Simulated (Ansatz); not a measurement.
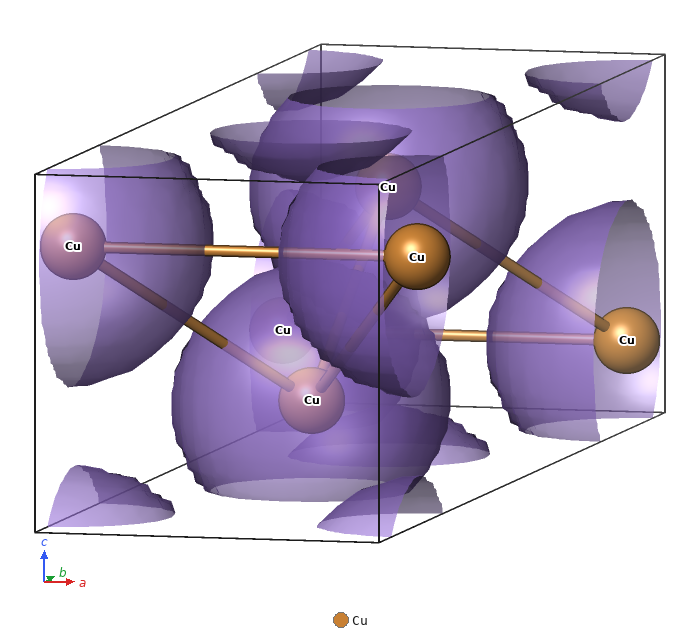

The picture shows: Cu. Isosurface of the valence electron density at 0.5 e/Å³ (purple), seen slightly off an axis. Sticks mark near contacts.

Space group Cmcm; a structure from a database of computed crystals, not necessarily the ambient phase.

Method: Kohn-Sham DFT of a periodic cell, PBEsol, Ansatz PAW in Ansatz 0.2.0.

> What does this surface tell about the bonding?

At this value the density breaks into separate islands; it holds about 90 % of the electrons treated as valence (semicore included). It bridges none of the near contacts. It is pinched off along the sampled Cu–Cu (2.44 Å) and Cu–Cu (2.54 Å) contacts. On the grid the lowest density along these lines, outside the cores, is 0.31 e/Å³ (Cu–Cu, 2.44 Å) and 0.29 e/Å³ (Cu–Cu, 2.54 Å).

> Does the calculation give a band gap?

It is metallic or semimetallic at this level of theory: no gap opens.
